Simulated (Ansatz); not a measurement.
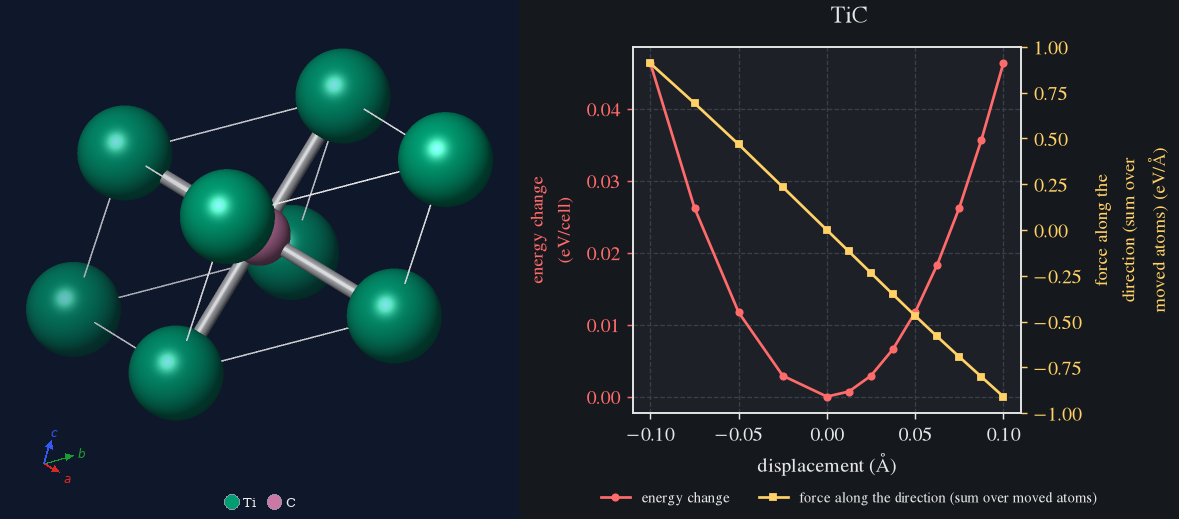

The figure shows the energy change and force along the direction (sum over moved atoms) against displacement for TiC, space group Fm-3m (No. 225). The cell is drawn beside the plot.

Structure:
```yaml
crystal:
  lattice:
    - [0.00000, 2.16400, 2.16400]
    - [2.16400, 0.00000, 2.16400]
    - [2.16400, 2.16400, 0.00000]
  atoms:
    - { symbol: Ti, position: [0.00000, 0.00000, 0.00000] }
    - { symbol: C, position: [0.50000, 0.50000, 0.50000] }
```

Calculation (Ansatz 0.2.0): all atoms of one element of a crystal moved along a line, all else fixed, by plane-wave density functional theory with PAW datasets, free energies less that of the undisturbed cell; scalar-relativistic. Level: PBE, no spin polarisation.

- wave cutoff: 420 eV
- k mesh: 18×18×18
- occupations: Gaussian
- smearing width: 0.15 eV
- k shift: (0, 0, 0) (mesh steps)
- start: as given
- moved element: C
- direction: (0, 1, 0) (Cartesian unit vector)

The points at displacement −0.075, −0.025, 0.05 and 0.1 follow from computed ones by symmetry.

> Does the undistorted structure sit at the bottom of the curve?

Yes: the energy rises on both sides of the starting structure, which is therefore a minimum along this path.

> Read off the course of the force along the direction (sum over moved atoms).

It falls from 0.91 eV/Å at displacement −0.1000 Å to −0.91 eV/Å at 0.1000 Å, and changes sign near 0.000 Å.

Limits of the calculation: reference crystal is not relaxed.
